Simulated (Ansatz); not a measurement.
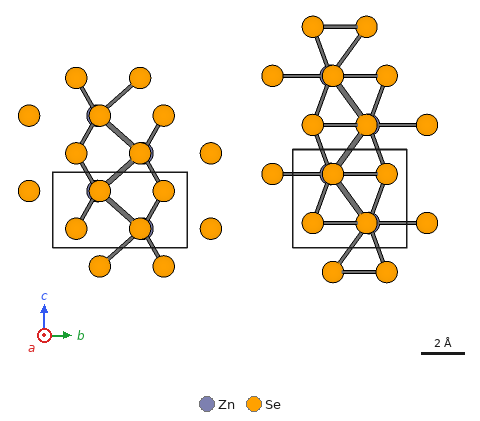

Two geometries of solid ZnSe3 (built on the Ni3Sn (D0_19)_194 type), drawn at one scale. One is the start of a relaxation, the other its converged end. A ball-and-stick model of the cell of the calculation, repeated 1 × 1 × 2 with one cell outlined, seen along the a axis.

Method: DFT PBE, scalar-relativistic, plane waves, PAW in Ansatz. Settings: plane-wave cutoff 420 eV; k-point mesh 6 × 6 × 8; occupations gaussian; smearing width 0.1 eV; no spin polarisation; cell and atoms relaxed; force threshold 0.01 eV/Å; at most 80 steps.

### Which one is relaxed?

The left one is the relaxed one. Case: Ni3Sn (D0_19) type (P6_3/mmc, No. 194). The largest moves relative to the cell, 0.017 Å, are those of Se atoms. Zn stays in place. Cell: a = b 6.271 → 7.395 Å (+17.9 %), c 4.667 → 3.585 Å (−23.2 %). Volume +6.8 %. Some distances before and after: Se–Se 3.323 → 3.889 Å, Se–Zn 3.137 → 3.699 Å, Se–Se 2.948 → 3.507 Å, Se–Zn 2.888 → 2.704 Å. Among the angles between lasting bonds that change: Se–Zn–Se 107.8° → 83.0°, Zn–Se–Zn 107.8° → 83.0°, Se–Zn–Se 61.4° → 80.8°. The space group stays P6_3/mmc (No. 194). After 12 accepted moves (14 points after the start) the energy has fallen by 2.469 eV per cell of the calculation. Largest force component: 0.23 eV/Å at the start, 0.0023 eV/Å at the end. Pressure: 0.48 GPa at the start and 0.00 GPa at the end. At 2 points the geometry stayed and the basis and grid were re-selected for the new cell (energy shift of 51.1 meV per cell of the calculation at most each time).
